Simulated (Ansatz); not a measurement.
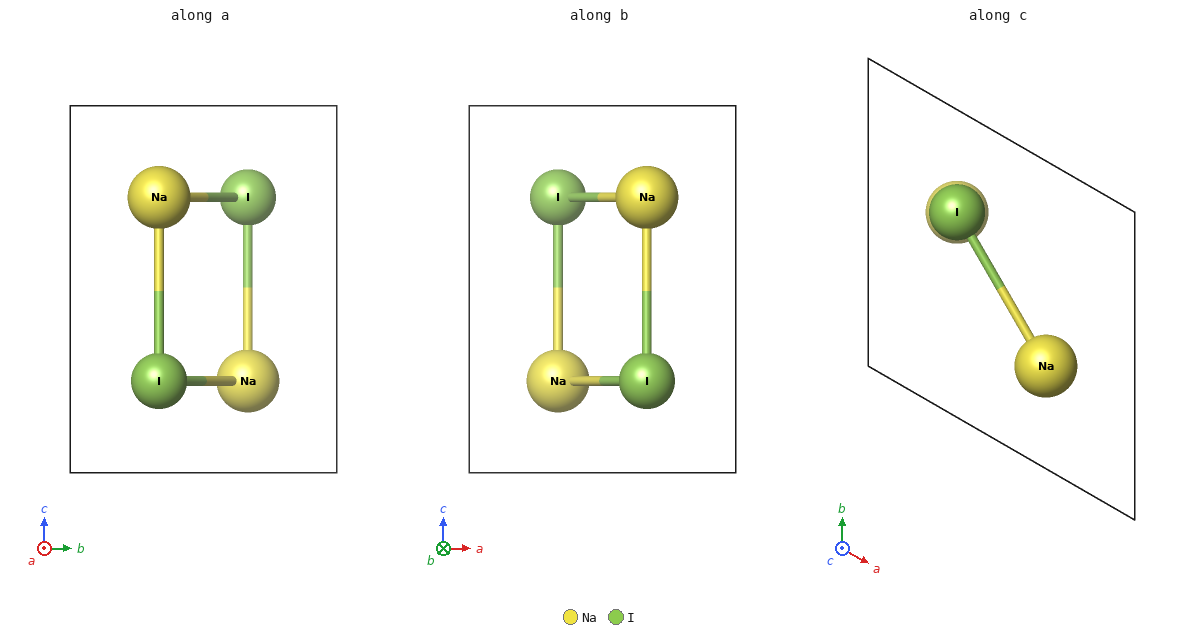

Structure drawing (ball-and-stick), viewed along the a axis, along the b axis and along the c axis. The conventional unit cell is outlined; an atom on or near a face, edge or corner is repeated at each equivalent position.

Lattice parameters: a = 5.4164 Å, b = 5.4164 Å, c = 6.4622 Å, α = 90.000°, β = 90.000°, γ = 120.000°.

> Record the structure as a CIF with its space group and independent sites.

```cif
data_structure
_symmetry_space_group_name_H-M 'P 63/m m c'
_symmetry_Int_Tables_number 194
_cell_length_a 5.4164
_cell_length_b 5.4164
_cell_length_c 6.4622
_cell_angle_alpha 90.000
_cell_angle_beta 90.000
_cell_angle_gamma 120.000
_cell_volume 164.19
loop_
_atom_site_label
_atom_site_type_symbol
_atom_site_symmetry_multiplicity
_atom_site_Wyckoff_symbol
_atom_site_fract_x
_atom_site_fract_y
_atom_site_fract_z
_atom_site_occupancy
Na1 Na 2 c 0.3333 0.6667 0.2500 1
I1 I 2 d 0.6667 0.3333 0.2500 1
```

The structure comes from a structure type filled with these elements by a generator (whether the compound takes this form wasn't checked). Earlier steps of the study may have refined or changed the cell and positions. It was set up as input for a calculation with Ansatz.
